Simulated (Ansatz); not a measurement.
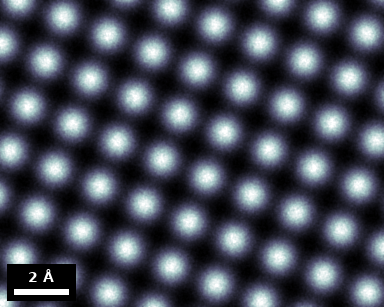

Dark-field STEM-like image of Co (Fd-3m, No. 227) along [001]. The image is simulated as a sum over atoms of Z^1.8, blurred by a 0.95 Å probe (no channelling). Shot noise was added. Model: coordinates from a relaxation with DFT, revPBE, plane waves (420 eV) with PAW, scalar-relativistic (Ansatz); the starting structure was generated, so it need not be a known form of this composition.

> What can be read from this image?

The columns repeat on a square net with a repeat of 1.75 Å (plane group p4mm). All columns are alike (Co). The shortest distance between visible columns is 1.75 Å in projection. Along the beam the structure repeats every 4.96 Å.
